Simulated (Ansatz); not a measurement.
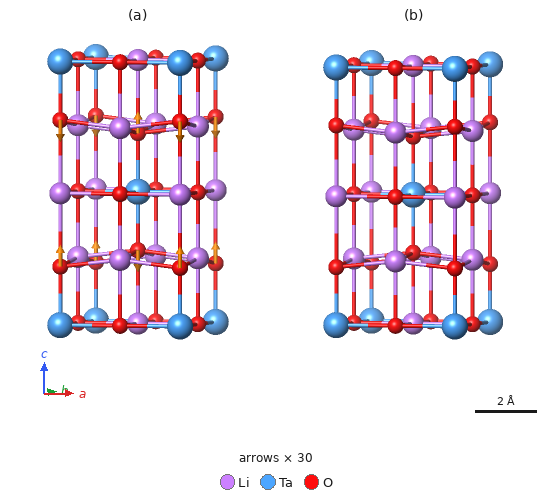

The structure of crystalline Li$_{3}$TaO$_{4}$ (set up in I4/mmm) before (left) and after (right) a relaxation, at one scale. The orange arrows give the displacements (the part carried along by the change of the cell is left out), 30 times their true length.

Style: ball-and-stick. Shown: the conventional cell (2 times the calculation's cell), from a free direction. Lengths and directions refer to the drawn axes.

These are results of Ansatz, DFT r2SCAN, scalar-relativistic, plane waves, PAW, not measurements.

Input
```yaml
crystal:
  lattice:
    - [-2.064795, 2.064795, 4.358979]
    - [2.064795, -2.064795, 4.358979]
    - [2.064795, 2.064795, -4.358979]
  atoms:
    - { symbol: Li, position: [0.5, 0.5, 0.0] }
    - { symbol: Li, position: [0.25, 0.75, 0.5] }
    - { symbol: Li, position: [0.75, 0.25, 0.5] }
    - { symbol: Ta, position: [0.0, 0.0, 0.0] }
    - { symbol: O, position: [0.0, 0.5, 0.5] }
    - { symbol: O, position: [0.777859, 0.777859, 0.0] }
    - { symbol: O, position: [0.5, 0.0, 0.5] }
    - { symbol: O, position: [0.222141, 0.222141, 0.0] }
basis:
  ecutwfc: 500
kpoints:
  mp_grid: { grid: [10, 10, 10] }
hamiltonian:
  xc: r2scan
scf:
  occupations: { method: gaussian, width: 0.02 }
output:
  forces: true
  stress: true
  eigenvalues: true
relax:
  adjacent_minimum: "off"
  f_tol: 0.005
  max_steps: 80
  cell: { stress_tol: 0.05 }
```

Run as
```bash
ansatz run input.yaml --threads 2 --pin off --max-ram 5120MiB --backend cpu --events-out ev --progress --plain --runs-dir out
```

Question: Summarise the run.

Answer: Over 4 accepted moves (5 points after the start) the energy falls by 52.8 meV per cell of the calculation. The largest force component goes from 0.54 to 0.00022 eV/Å. The pressure goes from −6.30 to 0.03 GPa. The SCF was repeated once at an unchanged geometry on a basis and grid sized afresh for the cell, which shifted the energy by 1.5 meV per cell of the calculation at most. The largest moves relative to the cell, 0.024 Å, are those of O6 and O8. O8 goes along +c. Ta and Li stay in place. Cell: a = b 4.130 → 4.088 Å (−1.0 %), c 8.718 → 8.522 Å (−2.3 %). Volume −4.2 %. Some distances before and after: Li1–O6 2.422 → 2.344 Å, Li2–Ta4 3.002 → 2.952 Å, Li2–O5 2.179 → 2.130 Å, Li1–Ta4 2.920 → 2.891 Å. The space group stays I4/mmm (No. 139). Cost: 3.4 min on 2 threads of Intel(R) Xeon(R) Processor @ 2.50GHz (Skylake/Cascade Lake), with other jobs on the host, peak memory 0.87 GiB.
